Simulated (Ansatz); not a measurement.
# Single-point calculation, with input and output: Ni (part 2 of 2)

Continued. System: Ni (interface cell, 12 atoms in the cell). Method: DFT PBE, scalar-relativistic, plane waves, PAW, spin-polarised (Ansatz 0.2.0); cutoff 420 eV, 30×30×4 k-mesh, Gaussian smearing of 0.1 eV, collinear spins. The structure derives from an entry of the Crystallography Open Database. It belongs to a series of runs on one base structure; here: symmetric tilt boundary Sigma 3 (1 1 1), mirror on a plane, shift [0, 0], relaxed, on a denser mesh.

Geometry of the input (Å; fractional positions):
```
2.4879  0.0000  0.0000
-1.2440  2.1546  0.0000
0.0000  0.0000  24.4028
Ni 0.0000  0.0000  0.0000
Ni 0.3333  0.6667  0.0836
Ni 0.6667  0.3333  0.1667
Ni 1.0000  0.0000  0.2500
Ni 0.3333  0.6667  0.3333
Ni 0.6667  0.3333  0.4164
Ni 0.3333  0.6667  0.9164
Ni 0.6667  0.3333  0.8333
Ni 1.0000  0.0000  0.7500
Ni 0.3333  0.6667  0.6667
Ni 0.6667  0.3333  0.5836
Ni 1.0000  0.0000  0.5000
```

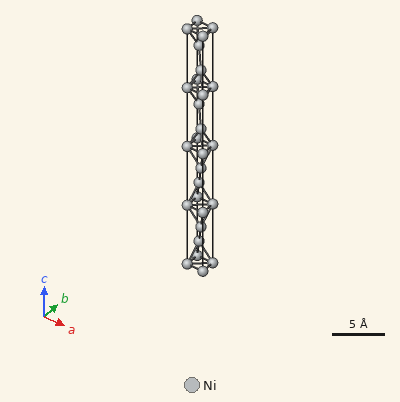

The structure (ball-and-stick view of the cell of the calculation, seen at an oblique angle).

**Output, continued**
```
  k-point 0 ↑: bands = ["-85.5354", "-85.5349", "-85.5295", "-85.5278", "-85.5212", "-85.5179", "-85.5133", "-85.5092", "-85.5057", "-85.5032", "-85.4976", "-85.4970", "-46.0071", "-45.9992", "-45.9834", "-45.9568", "-45.9442", "-45.9023", "-45.8906", "-45.8436", "-45.8417", "-45.8236", "-45.8236", "-45.8226", "-45.8226", "-45.8199", "-45.8199", "-45.8154", "-45.8154", "-45.8154", "-45.8154", "-45.8095", "-45.8095", "-45.8092", "-45.8055", "-45.8055", "-45.8007", "-45.8007", "-45.7981", "-45.7981", "-45.7949", "-45.7945", "-45.7945", "-45.7926", "-45.7926", "-45.7913", "-45.7913", "-45.7862", "9.0275", "9.2913", "9.3043", "10.0750", "10.0847", "11.2554", "11.2563", "12.4653", "12.4678", "13.1054", "13.1131", "13.2435", "15.3447", "15.3648", "15.4468", "15.4581", "15.6099", "15.6108", "15.6652", "15.6706", "15.6794", "15.6879", "15.6879", "15.6972", "15.6972", "15.7357", "15.7357", "15.7371", "15.7371", "15.7426", "15.7426", "15.7449", "15.7449", "15.8370", "15.8370", "15.8428", "15.8428", "15.8520", "15.8520", "15.8601", "15.8601", "15.9181", "15.9181", "15.9390", "15.9390", "16.7457", "16.7457", "16.7499", "16.7499", "16.8020", "16.8151", "16.8465", "16.8465", "16.8535", "16.8535", "16.8782", "16.8782", "16.9332", "16.9332", "17.0191", "17.0191", "17.1856", "17.1856", "17.2408", "17.2408", "17.4107", "17.4107", "17.4435", "17.4435", "17.5118", "17.5118", "17.7378", "23.7065", "25.2468", "25.2862", "28.5001", "28.5342", "32.4116", "32.4146", "36.6077", "36.6326", "40.2047", "40.3423", "40.4626", "40.4629", "40.5120", "40.9614"]
  k-point 1 ↑: bands = ["-85.5353", "-85.5350", "-85.5293", "-85.5281", "-85.5208", "-85.5185", "-85.5126", "-85.5099", "-85.5052", "-85.5035", "-85.4975", "-85.4971", "-46.0063", "-46.0011", "-45.9801", "-45.9634", "-45.9366", "-45.9115", "-45.8813", "-45.8551", "-45.8312", "-45.8235", "-45.8235", "-45.8228", "-45.8228", "-45.8195", "-45.8195", "-45.8170", "-45.8170", "-45.8137", "-45.8137", "-45.8129", "-45.8104", "-45.8104", "-45.8047", "-45.8047", "-45.8016", "-45.8016", "-45.7974", "-45.7974", "-45.7950", "-45.7950", "-45.7928", "-45.7923", "-45.7923", "-45.7914", "-45.7914", "-45.7870", "9.0445", "9.1800", "9.4480", "9.8405", "10.3449", "10.9379", "11.5786", "12.1965", "12.6954", "13.0130", "13.1739", "13.2365", "15.3545", "15.3787", "15.4128", "15.4939", "15.5218", "15.5757", "15.6389", "15.6732", "15.6913", "15.6913", "15.6998", "15.6998", "15.7182", "15.7182", "15.7219", "15.7219", "15.7613", "15.7613", "15.7661", "15.7661", "15.8153", "15.8153", "15.8285", "15.8285", "15.8621", "15.8621", "15.8757", "15.8757", "15.8772", "15.9189", "15.9189", "15.9352", "15.9352", "16.4630", "16.7466", "16.7466", "16.7496", "16.7496", "16.8471", "16.8471", "16.8522", "16.8522", "16.8831", "16.8831", "16.9186", "16.9186", "17.0432", "17.0432", "17.1469", "17.1469", "17.1515", "17.2786", "17.2786", "17.3801", "17.3801", "17.4660", "17.4660", "17.5065", "17.5065", "17.6615", "23.8208", "24.6420", "25.9859", "27.6243", "29.4477", "31.3999", "33.4460", "35.5551", "37.6788", "39.6814", "40.2240", "40.3048", "40.5194", "40.7295", "41.0499"]
  k-point 2 ↑: bands = ["-85.5352", "-85.5352", "-85.5287", "-85.5287", "-85.5197", "-85.5197", "-85.5113", "-85.5113", "-85.5042", "-85.5042", "-85.4973", "-85.4973", "-46.0041", "-46.0041", "-45.9726", "-45.9726", "-45.9244", "-45.9244", "-45.8682", "-45.8682", "-45.8232", "-45.8232", "-45.8232", "-45.8232", "-45.8210", "-45.8210", "-45.8184", "-45.8184", "-45.8184", "-45.8184", "-45.8120", "-45.8120", "-45.8120", "-45.8120", "-45.8032", "-45.8032", "-45.8032", "-45.8032", "-45.7961", "-45.7961", "-45.7961", "-45.7961", "-45.7918", "-45.7918", "-45.7918", "-45.7918", "-45.7894", "-45.7894", "9.0955", "9.0955", "9.6293", "9.6293", "10.6323", "10.6323", "11.8961", "11.8961", "12.8772", "12.8772", "13.2144", "13.2144", "15.3792", "15.3792", "15.4270", "15.4270", "15.5367", "15.5367", "15.6601", "15.6601", "15.7008", "15.7008", "15.7008", "15.7008", "15.7092", "15.7092", "15.7092", "15.7092", "15.7813", "15.7813", "15.7813", "15.7813", "15.8032", "15.8032", "15.8032", "15.8032", "15.8768", "15.8768", "15.8768", "15.8768", "15.9258", "15.9258", "15.9258", "15.9258", "16.1455", "16.1455", "16.7484", "16.7484", "16.7484", "16.7484", "16.8493", "16.8493", "16.8493", "16.8493", "16.8973", "16.8973", "16.8973", "16.8973", "17.0920", "17.0920", "17.0920", "17.0920", "17.3315", "17.3315", "17.3315", "17.3315", "17.4516", "17.4516", "17.4908", "17.4908", "17.4908", "17.4908", "24.1462", "24.1462", "26.7769", "26.7769", "30.4099", "30.4099", "34.4949", "34.4949", "38.7126", "38.7126", "40.2555", "40.2555", "40.6243", "40.6243", "41.2102"]
  k-point 272 ↓: bands = ["-84.6470", "-84.6470", "-84.6470", "-84.6470", "-84.6439", "-84.6439", "-84.6368", "-84.6368", "-84.6368", "-84.6368", "-84.6313", "-84.6313", "-45.1358", "-45.1358", "-45.1349", "-45.1349", "-45.1348", "-45.1348", "-45.1227", "-45.1227", "-45.1210", "-45.1210", "-45.1206", "-45.1206", "-45.1039", "-45.1039", "-45.1010", "-45.1010", "-45.1003", "-45.1003", "-45.0879", "-45.0879", "-45.0839", "-45.0839", "-45.0759", "-45.0759", "-45.0272", "-45.0272", "-45.0265", "-45.0265", "-45.0229", "-45.0229", "-45.0226", "-45.0226", "-45.0059", "-45.0059", "-45.0053", "-45.0053", "14.9403", "14.9403", "14.9846", "14.9846", "15.0017", "15.0017", "15.0144", "15.0144", "15.0225", "15.0225", "15.0267", "15.0267", "15.0325", "15.0325", "15.0356", "15.0356", "15.0771", "15.0771", "15.1125", "15.1125", "15.1180", "15.1180", "15.1777", "15.1777", "15.9254", "15.9254", "15.9451", "15.9451", "15.9940", "15.9940", "16.0502", "16.0502", "16.1015", "16.1015", "16.1085", "16.1085", "17.0516", "17.0516", "17.2606", "17.2606", "17.2809", "17.2809", "17.2892", "17.2892", "17.3258", "17.3258", "17.5474", "17.5474", "18.1006", "18.1006", "18.1128", "18.1128", "18.1276", "18.1276", "18.2419", "18.2419", "18.2493", "18.2493", "18.2666", "18.2666", "22.9913", "22.9913", "23.0993", "23.0993", "23.1343", "23.1343", "23.1640", "23.1640", "23.2108", "23.2108", "23.5307", "23.5307", "24.2452", "24.2452", "25.0078", "25.0078", "25.1979", "25.1979", "25.3698", "25.3698", "25.6032", "25.6032", "26.6120", "26.6120", "28.2370", "28.2370", "29.0265"]
--- Löwdin populations: 12 sites ---
  site symbol       q [e]    m [muB]
     0     Ni     17.7802     0.6714
     1     Ni     17.7802     0.6648
     2     Ni     17.7783     0.6675
     3     Ni     17.7796     0.6646
     4     Ni     17.7783     0.6675
     5     Ni     17.7802     0.6648
     6     Ni     17.7802     0.6648
     7     Ni     17.7783     0.6675
     8     Ni     17.7796     0.6646
     9     Ni     17.7783     0.6675
    10     Ni     17.7802     0.6648
    11     Ni     17.7802     0.6714
  spilling = 0.012252 (of n_electrons = 216.000000)
```

**File populations.tsv**
```
# site	symbol	l	j	q_up	q_dn
# orbitals = lowdin
# n_electrons = 216.000000
# spilling = 0.012252
0	Ni	0_3S	-	0.998035	0.998108
0	Ni	0_4S	-	0.471956	0.484144
0	Ni	1_3P	-	2.999095	2.999061
0	Ni	2_3D	-	4.756698	4.073076
1	Ni	0_3S	-	0.998015	0.998089
1	Ni	0_4S	-	0.471812	0.484560
1	Ni	1_3P	-	2.999087	2.999059
1	Ni	2_3D	-	4.753598	4.076001
2	Ni	0_3S	-	0.997999	0.998072
2	Ni	0_4S	-	0.471462	0.484266
2	Ni	1_3P	-	2.999084	2.999060
2	Ni	2_3D	-	4.754345	4.073989
3	Ni	0_3S	-	0.998002	0.998075
3	Ni	0_4S	-	0.471298	0.484839
3	Ni	1_3P	-	2.999084	2.999058
3	Ni	2_3D	-	4.753713	4.075542
4	Ni	0_3S	-	0.997999	0.998072
4	Ni	0_4S	-	0.471462	0.484266
4	Ni	1_3P	-	2.999084	2.999060
4	Ni	2_3D	-	4.754345	4.073989
5	Ni	0_3S	-	0.998015	0.998089
5	Ni	0_4S	-	0.471812	0.484560
5	Ni	1_3P	-	2.999087	2.999059
5	Ni	2_3D	-	4.753598	4.076001
6	Ni	0_3S	-	0.998015	0.998089
6	Ni	0_4S	-	0.471812	0.484560
6	Ni	1_3P	-	2.999087	2.999059
6	Ni	2_3D	-	4.753598	4.076001
7	Ni	0_3S	-	0.997999	0.998072
7	Ni	0_4S	-	0.471462	0.484266
7	Ni	1_3P	-	2.999084	2.999060
7	Ni	2_3D	-	4.754345	4.073989
8	Ni	0_3S	-	0.998002	0.998075
8	Ni	0_4S	-	0.471298	0.484839
8	Ni	1_3P	-	2.999084	2.999058
8	Ni	2_3D	-	4.753713	4.075542
9	Ni	0_3S	-	0.997999	0.998072
9	Ni	0_4S	-	0.471462	0.484266
9	Ni	1_3P	-	2.999084	2.999060
9	Ni	2_3D	-	4.754345	4.073989
10	Ni	0_3S	-	0.998015	0.998089
10	Ni	0_4S	-	0.471812	0.484560
10	Ni	1_3P	-	2.999087	2.999059
10	Ni	2_3D	-	4.753598	4.076001
11	Ni	0_3S	-	0.998035	0.998108
11	Ni	0_4S	-	0.471956	0.484144
11	Ni	1_3P	-	2.999095	2.999061
11	Ni	2_3D	-	4.756698	4.073076
```

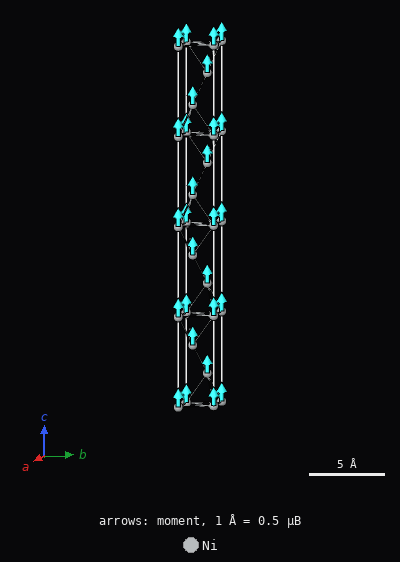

Magnetic moments of the sites as teal arrows (ball-and-stick view of the cell of the calculation, seen slightly off an axis); small moments hardly show. The run is collinear, so the axis drawn is arbitrary. Site moments: Ni1, Ni3, Ni5, Ni8, Ni10, Ni12 (0.68 μB); Ni2, Ni4, Ni6, Ni7, Ni9, Ni11 (0.67 μB). They are counted near the atoms and needn't add up to the moment of the cell. Atoms are counted from 1 in the order of the input.

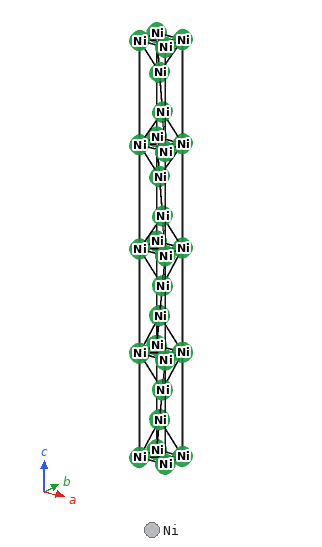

Isosurfaces of the spin density at +0.2 (green) and −0.2 e/Å³ (red), seen slightly off an axis. Sticks mark near contacts. The outline is the calculation cell. The cell of the calculation (12 atoms) carries 7.6 μB net. Only one sign reaches the isovalue. In a PAW calculation such maps are meaningful between the atoms, not at the nuclei.

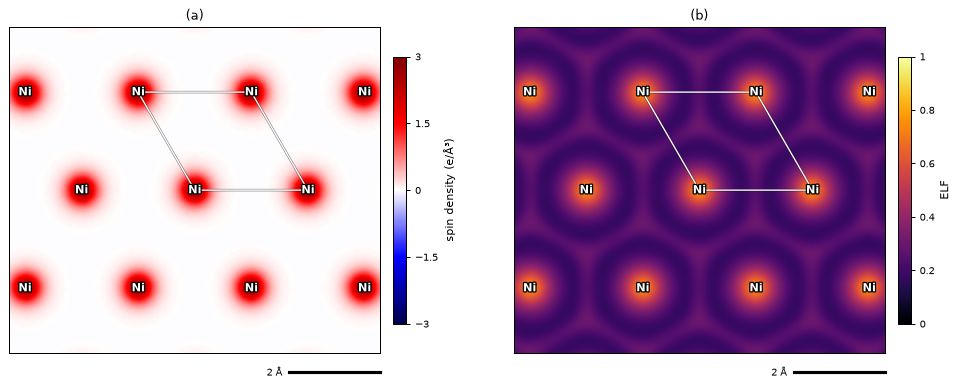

(a) spin density; (b) electron localisation function on the (001) plane of the calculation cell. The plane passes through Ni nuclei. Ni–Ni (2.49 Å): the ELF is about 0.25 at the midpoint; no localised pair between them. The strong features right at Ni lie inside the PAW spheres (semicore, d or f shells) and say nothing about bonding. The cell of the calculation (12 atoms) carries 7.6 μB net.

**Summary**

```tsv
quantity	value
outcome	converged
electrons treated	216
free energy	−70076.6497 eV
Fermi energy	18.150 eV
gap on the k-point mesh	none (metallic)
net moment of the cell	7.63 μB
integrated absolute moment	8.75 μB
largest force (length of the vector)	0.001 eV/Å
hardware	4 threads of Arm Neoverse V2, 24 GiB of memory available, shared host
wall time	7.3 min (CPU time 29 min)
peak memory	5.3 GiB
```
